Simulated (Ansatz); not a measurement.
```yaml
crystal:
  lattice:
    - [0.00000, 0.00000, -4.60137]
    - [2.85658, 0.00000, 0.00000]
    - [0.00000, -4.94774, 0.00000]
  atoms:
    - { symbol: Mn, position: [0.50000, 0.00000, 0.00000] }
    - { symbol: O, position: [0.70629, 0.50000, 0.83333] }
    - { symbol: O, position: [0.29371, 0.00000, 0.66667] }
    - { symbol: Mn, position: [0.50000, 0.50000, 0.50000] }
    - { symbol: O, position: [0.70629, 0.00000, 0.33333] }
    - { symbol: O, position: [0.29371, 0.50000, 0.16667] }
```

Space group P-3m1; a structure from a database of computed crystals, not necessarily the ambient phase; not relaxed (largest force 0.5 eV/Å); computed pressure about 9 GPa in this cell; the SCF solution may not be the lowest one; Hubbard U of 3.9 eV on Mn d only; the program warned that another magnetic order may lie lower; spin-polarised.

Theory: DFT PBE+U, scalar-relativistic, plane waves, PAW (Ansatz).

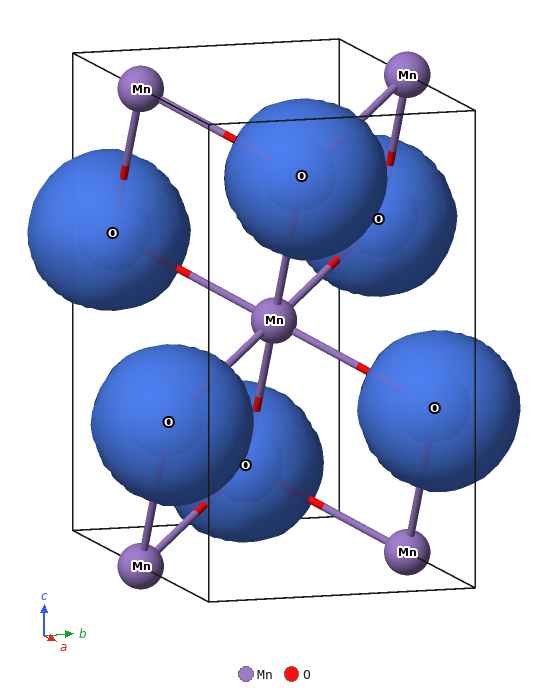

MnO2. Isosurface of the ELF at 0.7 (blue), seen slightly off an axis. Core shells and regions of very low density are left out. Sticks mark near contacts.

Q: What do the ELF domains correspond to?

A: The ELF exceeds this value in four regions wrapped around O (the valence shell of each), counted in one cell of 6 atoms. Regions shared between cells count once.

Values along the shortest contacts:
Mn–O (1.90 Å): the ELF peaks at about 0.85 in the valence shell of O, 0.6 Å from its nucleus, and is about 0.25 at the midpoint: no localised pair shows between them.

Q: Which magnetic arrangement did the calculation end in?

A: Antiferromagnetic in this solution, which needn't be the ground state, with some nearest magnetic neighbours parallel and some opposed; site moments Mn: +2.7 μB and −2.7 μB in one cell of 6 atoms.
